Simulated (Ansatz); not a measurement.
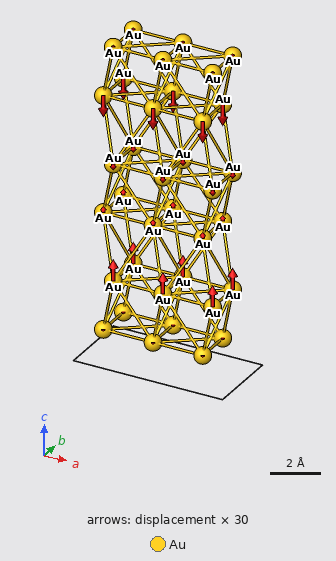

A relaxation of a slab of composition Au (cut from the P6_3/mmc phase). The starting structure is drawn; red arrows show the displacements, magnified 30 times.

The picture is a ball-and-stick view of the 3 × 2 repeat of the cell, outlined in the plane, without the vacuum, seen slightly off an axis.

Case: (0 0 1) slab, atoms relaxed. The slab is the (0 0 1) face of Au.

Computed with Ansatz 0.2.0, DFT r2SCAN, scalar-relativistic, plane waves, PAW.

Input file:
```yaml
crystal:
  lattice:
    - [2.8902925733, 0.0, 0.0]
    - [-1.4451462866, 2.5030667928, 0.0]
    - [0.0, 0.0, 27.1617892398]
  atoms:
    - { symbol: Au, position: [0.3333333333, 0.6666666667, 0.276123194] }
    - { symbol: Au, position: [0.6666666667, 0.3333333333, 0.3656739164] }
    - { symbol: Au, position: [0.3333333333, 0.6666666667, 0.4552246388] }
    - { symbol: Au, position: [0.6666666667, 0.3333333333, 0.5447753612] }
    - { symbol: Au, position: [0.3333333333, 0.6666666667, 0.6343260836] }
    - { symbol: Au, position: [0.6666666667, 0.3333333333, 0.723876806] }
basis:
  ecutwfc: 500
kpoints:
  mp_grid: { grid: [12, 12, 1] }
hamiltonian:
  xc: r2scan
scf:
  occupations: { method: gaussian, width: 0.1 }
output:
  forces: true
  eigenvalues: true
relax:
  adjacent_minimum: "off"
  f_tol: 0.02
  max_steps: 60
efield:
  axis: 3
  dipole_correction: true
  ramp_width: 0.04
```

Launched with:
```bash
ansatz run input.yaml --threads 2 --pin off --max-ram 5120MiB --backend cpu --events-out ev --progress --plain --runs-dir out
```

**Describe the change and its energy.**

After 1 accepted move (2 points after the start) the energy has fallen by 5.5 meV per cell of the calculation. Largest force component: 0.17 eV/Å at the start, 0.0063 eV/Å at the end. The line search rejected the trial step at point 1 of the run. The largest moves relative to the layer's centre, 0.031 Å, are those of Au2 and Au5. Au2 goes along the normal (+c). The cell doesn't change. Near-neighbour distances that change, for instance: Au1–Au2 2.950 → 2.978 Å, Au2–Au3 2.950 → 2.932 Å, Au3–Au4 2.950 → 2.935 Å.
